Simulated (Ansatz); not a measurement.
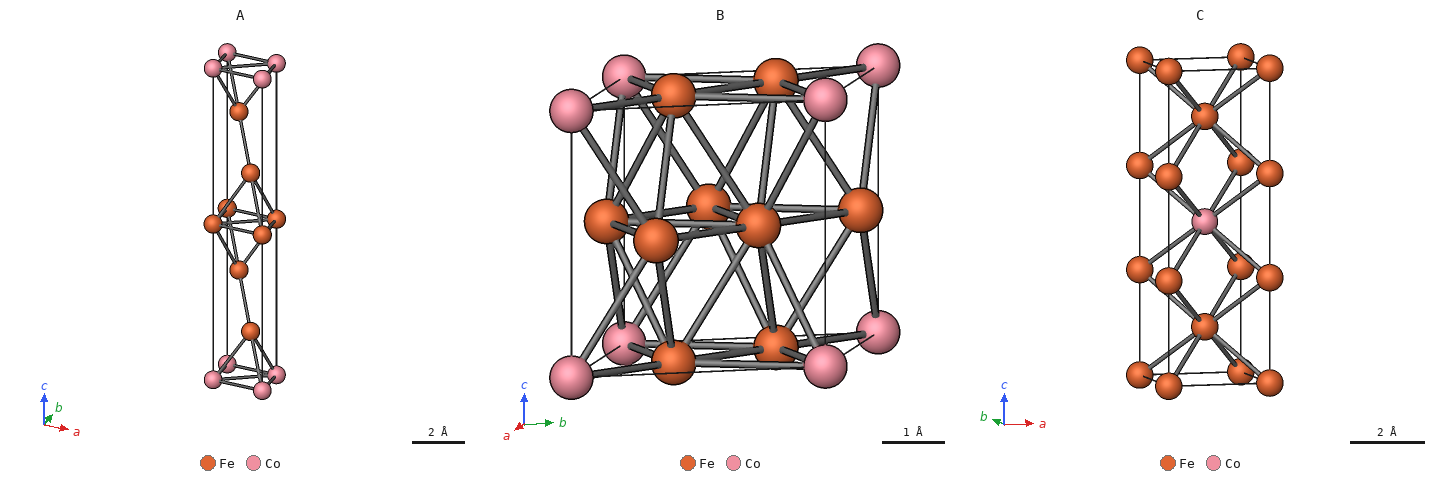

Three structures of Fe$_{5}$Co, each relaxed to rest (conventional cells in solid outline, small ones repeated, each panel with its own scale). Method: DFT PBE, scalar-relativistic, plane waves, PAW in Ansatz 0.2.0, with collinear spins.

### Name the structure in each panel.

A: 6 atoms a cell on a primitive hexagonal lattice, P-3m1; B: 6 atoms a cell on a primitive hexagonal lattice, P-62m; C: 6 atoms a cell on a primitive tetragonal lattice, P4/mmm.

### Which of these is lowest in energy, and how far above it do the others lie?

C, then A (+147 meV/atom) and B (+185 meV/atom), energies at zero smearing.

### Collect the results in a table.

| panel | structure | E − E(lowest) (meV/atom) | volume (Å³/atom) | gap (eV) |
| --- | --- | --- | --- | --- |
| C | P4/mmm | 0 | 11.5 | metal |
| A | P-3m1 | 147 | 11.8 | metal |
| B | P-62m | 185 | 11.8 | metal |

Some of these may be structure types tried for this composition rather than known phases, and the most stable form need not be among them. Gaps are taken on the k-mesh or band path of each run.
